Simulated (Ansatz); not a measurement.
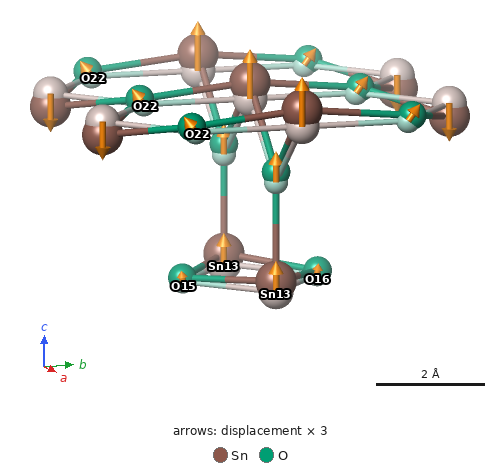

A relaxation of a slab of composition Sn4O7 (cut from the P4_2/mnm phase). The starting structure is drawn faded, the final one solid; orange arrows show the displacements, 3 times their true length.

A ball-and-stick model of the atoms within 4.2 Å of the atom that moves most (axes of the 2 × 1 repeat of the cell, outlined in the plane, without the vacuum), seen slightly off an axis.

Case: (1 1 0) slab, atoms relaxed. The slab is the (1 1 0) face of SnO2.

Computed with Ansatz, DFT PBEsol, scalar-relativistic, plane waves, PAW. Set-up: plane-wave cutoff 420 eV; k-point mesh 8 × 4 × 1; occupations gaussian; smearing width 0.05 eV; no spin polarisation; dipole correction; atoms relaxed in a fixed cell; force threshold 0.02 eV/Å; at most 60 steps.

What did the optimiser do to the structure, and how much energy did it gain?

The largest moves relative to the layer's centre, 0.31 Å, are those of Sn atoms. By element the largest moves are Sn 0.31 Å, O 0.19 Å. The cell doesn't change. Near-neighbour distances that change, for instance: O–Sn 2.066 → 2.153 Å, O–Sn 2.070 → 2.051 Å, O–Sn 2.070 → 2.080 Å. Bond angles that change, for instance: O–Sn–O 180.0° → 168.8°, O–Sn–O 101.7° → 96.9°, Sn–O–Sn 101.7° → 96.9°. After 6 geometry steps the energy has fallen by 0.953 eV per cell of the calculation. Largest force component: 1.7 eV/Å at the start, 0.01 eV/Å at the end.
